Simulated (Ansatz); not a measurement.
Run report: SiC, dielectric-response calculation

System: SiC (P6₃mc, 12 atoms in the cell).
Method: DFT PBE, scalar-relativistic, plane waves, PAW, no spin polarisation (Ansatz 0.2.0).

The structure derives from an entry of the Crystallography Open Database. Figures and captions count atoms from 1; the log counts them from 0 in places.

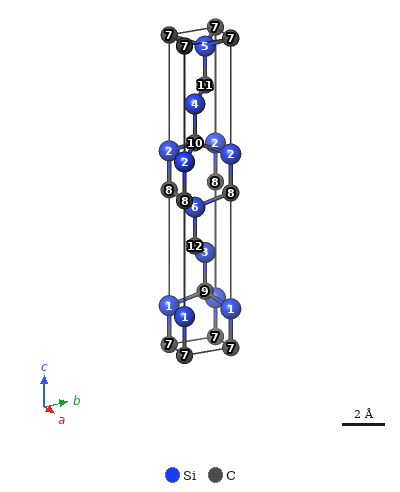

The structure as given in the input (ball-and-stick view of the cell of the calculation, seen slightly off an axis; atoms are numbered from 1 in the order of the input). Near neighbours in the crystal (not all of them lie inside the picture): Si has 4 C at 1.89 to 1.90 Å; C has 4 Si at 1.89 to 1.90 Å.

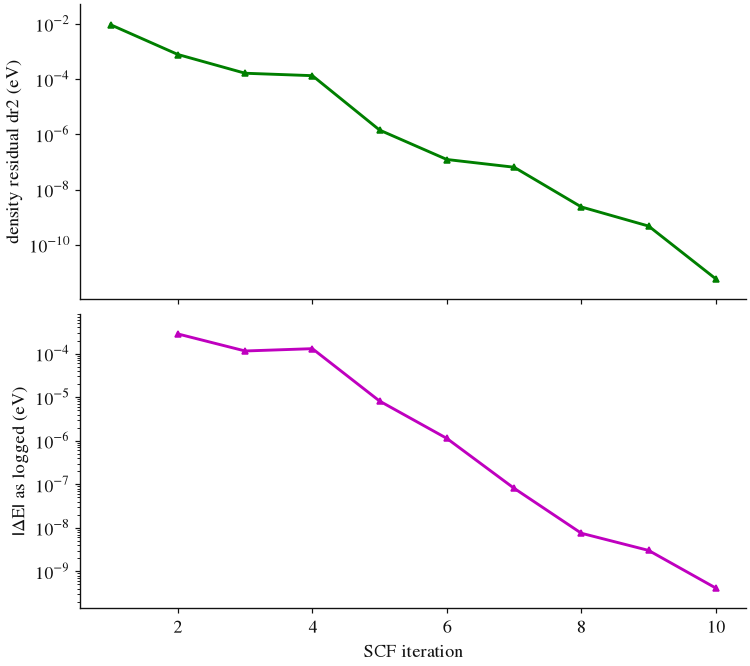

Convergence of the self-consistent field: density residual dr2 and size of the energy change against the SCF iteration. The residual falls at every step.

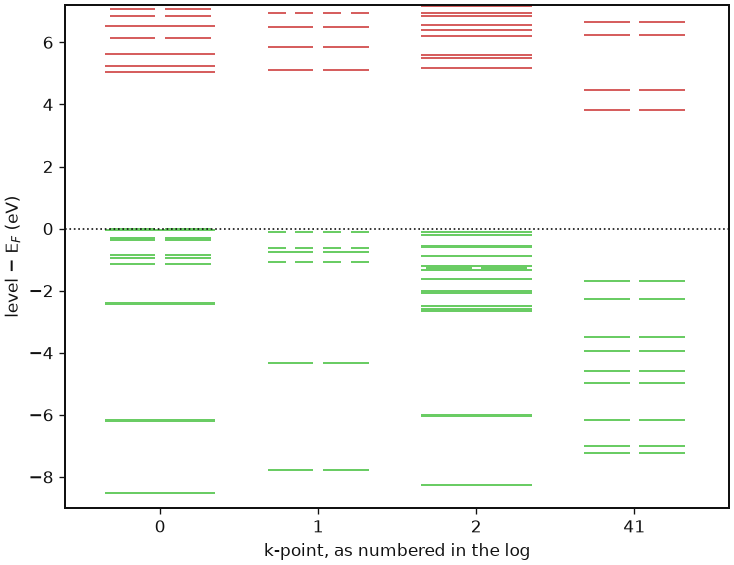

Kohn–Sham levels near the Fermi level (dotted) at the few k-points that the log prints; levels within 0.02 eV of each other stand side by side. Among these points the highest filled and lowest empty levels are 3.83 eV apart; the gap on the full mesh, 2.03 eV, has an edge at a point that isn't printed.

The input that produced these results follows, with the program's output.

Input:
```yaml
crystal:
  lattice:
    - [3.0938374163, 0.0, 0.0]
    - [-1.5469187081, 2.6793417977, 0.0]
    - [0.0, 0.0, 15.181403126]
  atoms:
    - { symbol: Si, position: [0.0, 0.0, 0.1250372902] }
    - { symbol: Si, position: [0.0, 0.0, 0.6250372902] }
    - { symbol: Si, position: [0.3333333333, 0.6666666667, 0.291810509] }
    - { symbol: Si, position: [0.6666666667, 0.3333333333, 0.791810509] }
    - { symbol: Si, position: [0.3333333333, 0.6666666667, 0.9583040633] }
    - { symbol: Si, position: [0.6666666667, 0.3333333333, 0.4583040633] }
    - { symbol: C, position: [0.0, 0.0, -0.0003132401] }
    - { symbol: C, position: [0.0, 0.0, 0.4996867599] }
    - { symbol: C, position: [0.3333333333, 0.6666666667, 0.1668398106] }
    - { symbol: C, position: [0.6666666667, 0.3333333333, 0.6668398106] }
    - { symbol: C, position: [0.3333333333, 0.6666666667, 0.8333215671] }
    - { symbol: C, position: [0.6666666667, 0.3333333333, 0.3333215671] }
basis:
  ecutwfc: 420
  ecutrho_ratio: 4
kpoints:
  mp_grid: { grid: [8, 8, 2] }
hamiltonian:
  xc: pbe
scf:
  occupations: { method: fixed }
output:
  forces: true
  stress: false
  eigenvalues: true
dielectric:
  field_mesh: kpoints
```

Launch command:
```bash
ansatz run input.yaml --threads 4 --pin off --max-ram 10240MiB --backend cpu --events-out ev --progress --plain --runs-dir out
```

Log:
```
Engine: ansatz 0.2.0, x86_64-unknown-linux-gnu
Pseudopotentials: kind: paw
Pseudopotential: Si, paw, valence charge 4, recommended cutoff 420 eV (normal), Si.paw.azcp
Pseudopotential: C, paw, valence charge 4, recommended cutoff 420 eV (normal), C.paw.azcp
Functional definition: PBE
  parameter kappa = 0.804
  parameter beta = 0.06672455060314922
  exchange = pbe_x(kappa = kappa, mu = beta*pi^2/3)
  correlation = pbe_c(beta = beta)
Crystal: 12 atoms, lattice volume = 125.845 Å³
Basis set: ecut = 420 eV, 2451 PW (Γ), exchange–correlation on 48×48×216 points (8 copies of the dense FFT grid, shifted against one another)
Bands: 36, of which v1, the nominal top of the filled ones, is band 24 counted from 1 (23 counted from 0)
Symmetry: 12 space group operations
k-points: 42 of 128 (irreducible under 2 space group operations, time reversal used)
Non-local potential: Si, projectors of the file, l = 0: 2, l = 1: 2, l = 2: 2
Non-local potential: C, projectors of the file, l = 0: 2, l = 1: 2, l = 2: 1
PAW form: soft (Blöchl's): semilocal exchange-correlation on the pseudo side does not see the compensation charge
PAW one-centre angular grid: Si, 110 points (default); XC on 64 Gauss nodes
PAW one-centre angular grid: C, 110 points (default); XC on 64 Gauss nodes
Initial density: superposition of atomic densities (neutral atoms: chi_scale 0, normalization atom), corrected by the library's trained network
Initial wavefunctions: pseudopotential atomic-orbital guess
Functional: x = pbe(κ = 0.804, μ = 0.2195149727645171), c = pbe(β = 0.06672455060314922)
SCF iter   1: F=—  HF=-5322.966158 eV  |F-HF|=—  |Δ(HF+E_count)|=         —  Δρ=2.65e-3  dr2=9.35e-3  ethr=1.77e-3  ⟨swp⟩=4.7  Hψ=6160  notcnv=0  defer=408
preconditioner: auto → none  [insulator: Δε(μ)=2.002 eV  Ē_g=11.865 eV  n_scr=10 (ndim 8)  ℏωp=22.9 eV  f_vac=0.000  ε∞_Penn≈4.7]
SCF iter   2: F=—  HF=-5322.965875 eV  |F-HF|=—  |Δ(HF+E_count)|=   2.83e-4  Δρ=9.51e-4  dr2=7.83e-4  ethr=1.95e-5  ⟨swp⟩=2.2  Hψ=2821  notcnv=0  defer=420
SCF iter   3: F=—  HF=-5322.965990 eV  |F-HF|=—  |Δ(HF+E_count)|=   1.15e-4  Δρ=4.18e-4  dr2=1.64e-4  ethr=1.63e-6  ⟨swp⟩=2.0  Hψ=2196  notcnv=0  defer=420
SCF iter   4: F=—  HF=-5322.966120 eV  |F-HF|=—  |Δ(HF+E_count)|=   1.30e-4  Δρ=2.39e-4  dr2=1.34e-4  ethr=3.42e-7  ⟨swp⟩=2.1  Hψ=2011  notcnv=0  defer=381
SCF iter   5: F=—  HF=-5322.966128 eV  |F-HF|=—  |Δ(HF+E_count)|=   8.13e-6  Δρ=4.90e-5  dr2=1.43e-6  ethr=2.79e-7  ⟨swp⟩=2.0  Hψ=1779  notcnv=0  defer=331
SCF iter   6: F=—  HF=-5322.966129 eV  |F-HF|=—  |Δ(HF+E_count)|=   1.13e-6  Δρ=9.43e-6  dr2=1.23e-7  ethr=2.97e-9  ⟨swp⟩=2.0  Hψ=2231  notcnv=0  defer=297
SCF iter   7: F=—  HF=-5322.966129 eV  |F-HF|=—  |Δ(HF+E_count)|=   8.09e-8  Δρ=4.68e-6  dr2=6.46e-8  ethr=2.57e-10  ⟨swp⟩=2.0  Hψ=2169  notcnv=0  defer=297
SCF iter   8: F=—  HF=-5322.966129 eV  |F-HF|=—  |Δ(HF+E_count)|=   7.51e-9  Δρ=1.88e-6  dr2=2.35e-9  ethr=1.35e-10  ⟨swp⟩=2.0  Hψ=1769  notcnv=0  defer=297
SCF iter   9: F=—  HF=-5322.966129 eV  |F-HF|=—  |Δ(HF+E_count)|=   3.03e-9  Δρ=6.61e-7  dr2=4.77e-10  ethr=4.89e-12  ⟨swp⟩=2.0  Hψ=2085  notcnv=0  defer=297
SCF iter  10: F=-5322.966129 eV  HF=-5322.966129 eV  |F-HF|=1.09e-11  |Δ(HF+E_count)|=  4.14e-10  Δρ=9.62e-8  dr2=5.82e-12  ethr=1.00e-12  ⟨swp⟩=13.6  Hψ=9051  notcnv=0
SCF 1 converged in 10 iterations: F = -5322.966129 eV  dr2 = 5.82e-12
  greatest PAW one-centre occupation: 0.644 electrons in one spin orbital (limit 2), on the C atom at site 7 (counted from 0), in its partial waves of l = 0
NSCF: frozen V_eff on 2 k-points
DFPT response loops at Γ: preconditioner auto → Resta (q_TF=auto, 2.323 Å⁻¹)  ε∞=5.4 (no band partly filled); β = 1.00, the filter's whole step (`scf.mixing.beta` (0.50) is not read by the response loops at its default; to damp them type it under 1.00, their step now; it binds the ground state too); Broyden in place of MSR1
WARN: field response: the 8×8×2 k-mesh looks too coarse for the field response at k = (0.0000, -0.5000, -0.5000), direct gap 3.369 eV: take ε∞, Z* and everything formed from them as unconverged in the mesh. The response there varies over an interband length of 1.89 Å as this mesh's differences read it, which a coarse mesh reads short; the mesh's real-space period, 24.8 Å, is under 14 times that, 26.5 Å: field_mesh: auto, beside no phonons.dynamical_quadrupoles, solves it inside a basis that this mesh spans and, under method: fd, where it gets none, on a denser mesh; else type a denser kpoints.mp_grid, and compare
SCF converged after 10 iterations
Free energy (F): -5322.966129 eV
Harris-Foulkes:  -5322.966129 eV  (|F-HF|=1.09e-11)
Internal energy: -5322.966129 eV  (E = F + TS)
E sigma→0 (E₀):  -5322.966129 eV
Fermi energy:    9.355908 eV
--- Per-component energies (eV) ---
  E_band       = 165.682364
  E_kinetic    = 809.971984
  E_local      = -633.003777  (includes V_loc(G=0)·N_el)
  E_nonlocal   = 310.024562
  E_hartree    = 193.976941
  E_xc         = -631.614313
  E_vxc        = -654.395506  (∫ρ·V_xc dr)
  E_paw        = -3672.143441  (= ΣΔE_a)
  E_vpaw       = -54.868862  (= ΣTr[D̂ρ^β])
  E_aug_tail   = 0.000070  (compensation charges beyond the density's cutoff)
  E_ewald      = -1700.178154
  E_smearing   = -0.000000  (= −TS)
  E_closure    = 0.000000  (closes the sum)
  Σ components = -5322.966129   (vs F -5322.966129, Δ=0.00e0)
--- Forces (eV/Å), atoms counted from 1 ---
  atom   1  Si    -0.00000000    -0.00000000     0.00136242
  atom   2  Si     0.00000000     0.00000000     0.00136242
  atom   3  Si    -0.00000000    -0.00000000     0.00553753
  atom   4  Si     0.00000000     0.00000000     0.00553753
  atom   5  Si     0.00000000     0.00000000     0.00233969
  atom   6  Si    -0.00000000    -0.00000000     0.00233969
  atom   7  C     -0.00000000    -0.00000000    -0.00002453
  atom   8  C      0.00000000     0.00000000    -0.00002453
  atom   9  C      0.00000000     0.00000000    -0.00515022
  atom  10  C     -0.00000000    -0.00000000    -0.00515022
  atom  11  C     -0.00000000    -0.00000000    -0.00406536
  atom  12  C      0.00000000     0.00000000    -0.00406536
  max |Σ_I F_I| component: 9.38e-7 eV/Å
--- Band table (eV; the first three rows and the last of 42) ---
  k-point 0: bands = ["-5.9946", "-5.4788", "-5.4435", "-3.9672", "-3.9385", "-2.4783", "0.8440", "3.1545", "3.1931", "6.9366", "6.9639", "8.2149", "8.2149", "8.4012", "8.4012", "8.5083", "8.5083", "8.9752", "8.9752", "9.0549", "9.0549", "9.3193", "9.3559", "9.3559", "14.4116", "14.5833", "14.9860", "15.4862", "15.4948", "15.8956", "16.2000", "16.2000", "16.4307", "16.4307", "16.6202", "16.7291"]
  k-point 1: bands = ["-5.8604", "-5.8604", "-4.8121", "-4.8121", "-3.0095", "-3.0095", "1.5927", "1.5927", "5.0406", "5.0406", "8.2736", "8.2736", "8.2736", "8.2736", "8.5904", "8.5904", "8.7210", "8.7210", "8.7210", "8.7210", "9.2606", "9.2606", "9.2606", "9.2606", "14.4787", "14.4787", "15.2191", "15.2191", "15.8523", "15.8523", "16.2940", "16.2940", "16.2940", "16.2940", "16.6225", "16.6225"]
  k-point 2: bands = ["-5.7267", "-5.2150", "-5.1787", "-3.7170", "-3.6879", "-2.2542", "1.0863", "3.3185", "3.3576", "6.6890", "6.7640", "6.8717", "7.2668", "7.3420", "7.7445", "8.0227", "8.0872", "8.0916", "8.1420", "8.4611", "8.7598", "8.8092", "9.1483", "9.2322", "14.5362", "14.8543", "14.9410", "15.5455", "15.7591", "15.9154", "16.2132", "16.2994", "16.5133", "16.6927", "16.7832", "16.8702"]
  k-point 41: bands = ["-2.9073", "-2.9073", "-2.0848", "-2.0848", "-1.0094", "-1.0094", "2.1428", "2.1428", "2.3421", "2.3421", "3.2046", "3.2046", "4.3925", "4.3925", "4.7604", "4.7604", "5.4099", "5.4099", "5.8796", "5.8796", "7.0904", "7.0904", "7.6535", "7.6535", "13.1817", "13.1817", "13.8060", "13.8060", "15.6036", "15.6036", "16.0262", "16.0262", "17.1980", "17.1980", "17.6705", "17.6705"]
--- Dielectric response (ions clamped): 2 representative field directions + reference, on 42 of 128 k-points (Σ response iterations 16) ---
  k mesh reduced under 2 symmetry operations, with k and −k counted as one. Each operation leaves every solved perturbation unchanged. A smaller set is not considered because the run solves the response to a homogeneous field
  ε∞ (high-frequency dielectric tensor):
        6.979231    -0.000000     0.000000
       -0.000000     6.979231     0.000000
        0.000000     0.000000     7.259265
  Born effective charges Z* (e; rows j = field, columns β = displacement):
    site 0:
         2.67403   -0.00000   -0.00000
        -0.00000    2.67403    0.00000
        -0.00000    0.00000    2.60047
    site 1:
         2.67403   -0.00000    0.00000
        -0.00000    2.67403   -0.00000
         0.00000   -0.00000    2.60047
    site 2:
         2.70860   -0.00000   -0.00000
        -0.00000    2.70860    0.00000
        -0.00000    0.00000    2.78347
    site 3:
         2.70860   -0.00000    0.00000
        -0.00000    2.70860   -0.00000
         0.00000   -0.00000    2.78347
    site 4:
         2.68476   -0.00000   -0.00000
        -0.00000    2.68476   -0.00000
         0.00000   -0.00000    2.87049
    site 5:
         2.68476   -0.00000   -0.00000
        -0.00000    2.68476    0.00000
        -0.00000    0.00000    2.87049
    site 6:
        -2.70599    0.00000   -0.00000
         0.00000   -2.70599    0.00000
        -0.00000    0.00000   -2.69730
    site 7:
        -2.70599    0.00000    0.00000
         0.00000   -2.70599   -0.00000
         0.00000   -0.00000   -2.69730
    site 8:
        -2.67108    0.00000    0.00000
         0.00000   -2.67108    0.00000
        -0.00000   -0.00000   -2.80649
    site 9:
        -2.67108    0.00000   -0.00000
         0.00000   -2.67108   -0.00000
        -0.00000    0.00000   -2.80649
    site 10:
        -2.69032    0.00000   -0.00000
         0.00000   -2.69032    0.00000
         0.00000    0.00000   -2.75063
    site 11:
        -2.69032    0.00000   -0.00000
         0.00000   -2.69032   -0.00000
         0.00000   -0.00000   -2.75063
  Z* charge neutrality: 2.124e-5 e pre-enforcement
  k-mesh period / interband length: 24.8 Å / 1.89 Å = 13.09 at k = (0.0000, -0.5000, -0.5000), direct gap 3.369 eV — UNDER 14: by this measure the k-mesh is too coarse for the response
```

Summary:

- outcome: converged
- space group (tolerance 0.01 Å): P6₃mc (186)
- electrons treated: 48
- free energy: −5322.9661 eV
- Fermi energy: 9.356 eV
- gap on the k-point mesh: 2.03 eV
- largest force (length of the vector): 0.006 eV/Å
- ε∞ (xx, yy, zz): 6.98, 6.98, 7.26
- Born charges (mean of the diagonal): Si5, Si6 (2.75 e); Si3, Si4 (2.73 e); C9, C10 (−2.72 e); C11, C12 (−2.71 e); C7, C8 (−2.70 e); Si1, Si2 (2.65 e)
- hardware: 4 threads of AMD EPYC (Zen 3), 189 GiB of memory available, shared host
- wall time: 87 s (CPU time 3.8 min)
- peak memory: 1 GiB

Notes:

The program warns: the k-point mesh is coarse for the field response.
